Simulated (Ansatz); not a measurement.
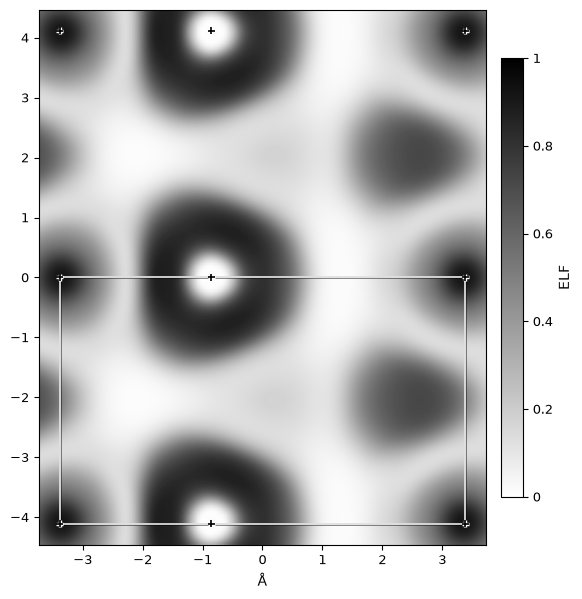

The ELF on a plane through atoms (crosses mark nuclei in the plane).

These are results of Ansatz, DFT, HSE06, plane waves, PAW, not measurements.

Candidates:
A. CdS, a = 4.11 Å, b = 4.11 Å, c = 6.77 Å, α = 90.00°, β = 90.00°, γ = 120.00°. Space group P6₃mc; started from the measured structure prototype, which need not be the ambient phase; changed on purpose from its base cell (biaxial xy strain -1.3%).
B. BN, a = 2.65 Å, b = 2.65 Å, c = 3.55 Å, α = 90.00°, β = 90.00°, γ = 90.00°. Space group I-4m2; started from the zincblende prototype, which need not be the ambient phase; changed on purpose from its base cell (epitaxial xy strain +4.0%); computed pressure about −26 GPa in this cell.

Q: Which system is this?

A: Candidate A: CdS on the (11̄0) plane of the conventional cell, which holds Cd and S. Cd–S (2.53 Å): the ELF peaks at about 0.90 in the valence shell of S, 0.9 Å from its nucleus, and is about 0.35 at the midpoint.
